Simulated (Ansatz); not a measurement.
# LaCuSeO (P4/nmm): converging the G0W0 gap, part 2 of 2

How do accuracy and time trade against each other in G0W0 on LaCuSeO (P4/nmm)?

Ansatz 0.2.0; G0W0 on r2SCAN, plane waves, PAW; PAW set soft_1. Known limits of the many-body steps: not at the basis limit; f levels unsure; no spin polarisation; d shell near the gap, gap tends to lie low; no spin-orbit coupling; coarse k mesh.

So far. Step 4 (934 empty bands, screening to 200 eV): Against the run with 4×4×2 mesh, 434 empty bands, screening to 120 eV, PAW set soft_1 files, the gap moves by −0.05 eV.

In doubt: one-shot GW on d or f shells is unsure (steps 2, 3, 4, 5, 6), so the values of those runs are not to be relied on.

### Step 5. Changing the frequency model: 4×4×2 mesh, 434 empty bands, screening to 120 eV, plasmon pole, PAW set soft_1 files

A plasmon pole stands in for the full frequency dependence of the screening; this run shows what that costs in accuracy. Bands and cutoff differ from the step before, so it is read against an earlier run that matches them.

input.yaml reads:

```yaml
crystal:
  lattice:
    - [4.06712, 0.0, 0.0]
    - [0.0, 4.06712, 0.0]
    - [0.0, 0.0, 8.7975]
  atoms:
    - { symbol: La, position: [0.5, 0.0, 0.1398] }
    - { symbol: La, position: [0.0, 0.5, 0.8602] }
    - { symbol: Cu, position: [0.5, 0.5, 0.5] }
    - { symbol: Cu, position: [0.0, 0.0, 0.5] }
    - { symbol: Se, position: [0.5, 0.0, 0.6698] }
    - { symbol: Se, position: [0.0, 0.5, 0.3302] }
    - { symbol: O, position: [0.5, 0.5, 0.0] }
    - { symbol: O, position: [0.0, 0.0, 0.0] }
kpoints:
  mp_grid: { grid: [4, 4, 2] }
hamiltonian:
  xc: r2scan
  pseudopotentials: { kind: paw, azcp: { folder: soft_1 } }
scf:
  occupations: { method: fixed }
gw:
  n_empty_bands: 434
  ecut_chi: 120
  qp_bands: [v2, c2]
  qp_kpoints: band_edges
  screening: { model: godby_needs }
```

Command:

```console
> ansatz run input.yaml --threads 2 --pin off --max-ram 92160MiB --backend cuda --events-out ev --progress --plain --runs-dir out --devices 1 --max-vram 13GiB
```

Numbers of over 12 decimals in the logs are rounded to 6 here.

Log:

```text
GPUs: using 1 of 1 available (devices: 1).
[...]
GPU FFT provider: cuFFT
GPU libraries: cuBLAS 13.8.2, cuFFT 12.4.0, cuSOLVER 12.3.4
Crystal: 8 atoms, lattice volume = 145.524 Å³
Basis set: ecut = 500 eV, 3729 PW (Γ), exchange–correlation on 120×120×288 points (64 copies of the dense FFT grid, shifted against one another)
Bands: 63, of which v1, the nominal top of the filled ones, is band 52 counted from 1 (51 counted from 0)
[...]
1    54     13.9681   -14.6991    -5.1549   -21.4659  0.8032    15.5945    15.5801  root
[...]
11    51     10.4375   -45.5078     8.3901   -37.1319  0.7384    10.4516    10.4516  root
    11    52     10.4375   -45.5078     8.3901   -37.1319  0.7384    10.4516    10.4516  root
    11    53     14.5204   -14.2397    -4.8795   -20.4065  0.8057    15.8159    15.8078  root
    11    54     14.5204   -14.2397    -4.8795   -20.4065  0.8057    15.8159    15.8078  root
[key lines of the parts left out:]
SCF converged after 12 iterations
Free energy (F): -37898.241108 eV
Fermi energy:    11.608830 eV
```

Run time: 40 s. Hardware: 1 × NVIDIA H100 80GB HBM3 (shared by 6 runs) with 2 threads of AMD EPYC 7R13 (Zen 3), shared host; peak memory 2.2 GiB.

This step gave:

```yaml
bands_summed: 486
plasmon_pole_fit_frequency: 31.39 eV
rpa_eps_infinity_on_this_mesh_eigenvalues: 6.007, 7.587, 7.587
plane_waves_in_the_screening_matrix: 427
g0w0_gap_on_the_mesh: 2.318 eV
k_of_the_valence_top: 0, 0, 0
k_of_the_conduction_bottom: 0, 0, 0
starting_gap_on_the_mesh: 1.890 eV
least_direct_g0w0_gap_on_the_computed_points: 2.318 eV
```

Against the run with 4×4×2 mesh, 434 empty bands, screening to 120 eV, PAW set soft_1 files, the gap moves by −0.09 eV.

### Step 6. Changing the files: 4×4×2 mesh, 434 empty bands, screening to 120 eV, hard PAW files

Other atomic data (hard PAW) test the pseudisation: the cutoff goes from 500 to 1050 eV, with the same valence electrons.

This step: G0W0 on r2SCAN, plane waves, PAW.

Changes to input.yaml since step 5:

```diff
@@ -18,3 +18,3 @@
   xc: r2scan
-  pseudopotentials: { kind: paw, azcp: { folder: soft_1 } }
+  pseudopotentials: { kind: paw, source: ansatz }
 scf:
@@ -26,2 +26,2 @@
   qp_kpoints: band_edges
-  screening: { model: godby_needs }
+  screening: { model: contour_deformation }
```

Log:

```text
GPUs: using 1 of 1 available (devices: 1).
[...]
GPU FFT provider: cuFFT
GPU libraries: cuBLAS 13.8.2, cuFFT 12.4.0, cuSOLVER 12.3.4
Crystal: 8 atoms, lattice volume = 145.524 Å³
Basis set: ecut = 1050 eV, 11235 PW (Γ), exchange–correlation on 216×216×480 points (64 copies of the dense FFT grid, shifted against one another)
Bands: 63, of which v1, the nominal top of the filled ones, is band 52 counted from 1 (51 counted from 0)
[...]
1    54     14.5925   -14.6190    -5.2235   -21.3218  0.7622    16.1227    16.0719  root
[...]
11    51     11.0515   -45.5127     8.3391   -37.1271  0.6675    11.0050    11.0051  root
    11    52     11.0515   -45.5127     8.3391   -37.1271  0.6675    11.0050    11.0051  root
    11    53     15.1425   -14.1288    -4.8881   -20.1625  0.7639    16.3174    16.2881  root
    11    54     15.1425   -14.1288    -4.8881   -20.1625  0.7639    16.3174    16.2881  root
[key lines of the parts left out:]
SCF converged after 11 iterations
Free energy (F): -37954.576363 eV
Fermi energy:    12.221927 eV
```

It took 2 min on 1 × NVIDIA H100 80GB HBM3 (shared by 6 runs) with 2 threads; peak memory 3.8 GiB; 3.2 min of CPU time.

This step gave:

```
bands summed                                 : 486
RPA ε∞ on this mesh (eigenvalues)            : 5.999, 7.571, 7.571
plane waves in the screening matrix          : 427
G0W0 gap on the mesh                         : 2.422 eV
k of the valence top                         : 0, 0, 0
k of the conduction bottom                   : 0, 0, 0
starting gap on the mesh                     : 1.895 eV
least direct G0W0 gap on the computed points : 2.422 eV
```

Against the run with 4×4×2 mesh, 434 empty bands, screening to 120 eV, PAW set soft_1 files, the gap moves by +0.013 eV.

### Step 7. Side by side

Times are wall times on 1 × NVIDIA H100 80GB HBM3 (shared by 6 runs) with 2 threads of AMD EPYC 7R13 (Zen 3), shared host, good to a factor of about two.

| mesh | files | frequency | bands summed | cutoff (eV) | start (eV) | G0W0 (eV) | time | host memory (GiB) |
| --- | --- | --- | --- | --- | --- | --- | --- | --- |
| 4×4×2 | PAW set soft_1 | contour deformation | 205 | 60 | 1.890 | 2.708 | 28 s | 1.5 |
| 4×4×2 | PAW set soft_1 | contour deformation | 486 | 120 | 1.890 | 2.409 | 33 s | 2.1 |
| 4×4×2 | PAW set soft_1 | contour deformation | 986 | 200 | 1.890 | 2.360 | 2.9 min | 3.9 |
| 4×4×2 | PAW set soft_1 | plasmon pole | 486 | 120 | 1.890 | 2.318 | 40 s | 2.2 |
| 4×4×2 | hard PAW | contour deformation | 486 | 120 | 1.895 | 2.422 | 2 min | 3.8 |

How the two edges are built up, in eV (the quasiparticle level is the starting level plus Σx plus Σc less Vxc):

| run | edge | start | Σx | Σc | Vxc | Z | QP |
| --- | --- | --- | --- | --- | --- | --- | --- |
| 205 bands | valence top | 11.61 | -32.42 | 4.58 | -27.70 | 0.74 | 11.48 |
| 205 bands | conduction bottom | 13.65 | -9.05 | -3.89 | -13.47 | 0.80 | 14.19 |
| 486 bands | valence top | 11.61 | -32.42 | 4.59 | -27.70 | 0.73 | 11.48 |
| 486 bands | conduction bottom | 13.65 | -9.05 | -4.18 | -13.47 | 0.80 | 13.89 |
| 986 bands | valence top | 11.61 | -32.42 | 4.50 | -27.70 | 0.73 | 11.39 |
| 986 bands | conduction bottom | 13.65 | -9.05 | -4.32 | -13.47 | 0.80 | 13.75 |

 Where G0W0 reorders the edges (205 bands, 486 bands and 986 bands), the two states listed lie further apart at the start than the starting gap.

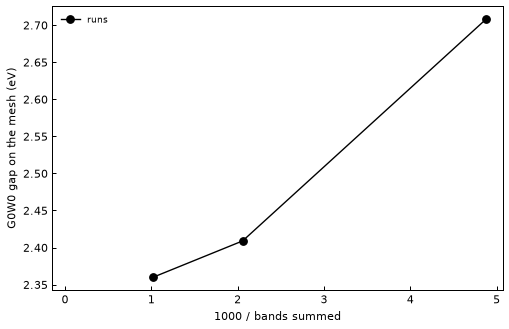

The gap against one over the number of bands.

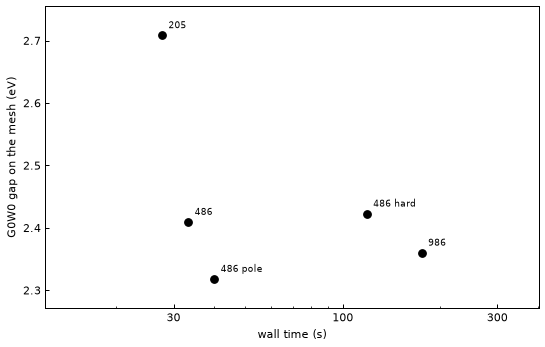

Result against wall time.

### Step 8. Summary of results

```yaml
205_bands_60_ev: 2.708 eV
486_bands_120_ev: 2.409 eV
986_bands_200_ev: 2.360 eV
mesh_and_start: 4×4×2, r2SCAN
```

What this shows: From 205 to 986 bands the gap moves by −0.35 eV while the time grows 6.3-fold. Σc changes by −0.09 eV at the valence top and −0.43 eV at the conduction bottom, so the conduction edge carries most of the change. The states at the edges change along the series or lie close to crossing, so no limit is drawn from it. The plasmon-pole model gives −0.09 eV against contour deformation, 18 % of the correction, and saved no time in this program. Hard PAW files move the gap by +0.01 eV at equal bands and cutoff, +0.01 eV of it in the start. The 4×4×2 mesh is coarse for this cell (its supercell is 16 Å along the shortest edge). The RPA ε∞ on it, from the r2SCAN start, is 6.00 and 7.58; such meshes misread the long-range screening, most where the gap is narrow. Empty 4f levels lie among the conduction bands. Their place in the start is unsure; it enters the screening, and the edge itself where they lie low. A d shell, filled or nearly so, lies near the gap. One-shot GW converges very slowly in bands there, not always from below, and on a semilocal start the gap tends to come out low; starts rich in exact exchange can overshoot instead. The many-body steps are scalar-relativistic: spin-orbit coupling is not in them.

[Paths, hosts, dates, memory and timing lines, banners, echoed tables and standing remarks are left out of the program output.]

[Logs are printed without paths, hosts, clocks, repeated set-up lines and the standing remarks that a program may print on its own settings, such as how far it seeks lower states.]

[Runs of the session that timed out or met a known fault of the program may be left out.]

[Cells called generated may have been cut or substituted from an entry of the Crystallography Open Database or the Materials Project.]

[Hosts, paths, dates, database ids (printed as entryN), source tags and the programs' standing remarks are cut or masked in the printed files.]
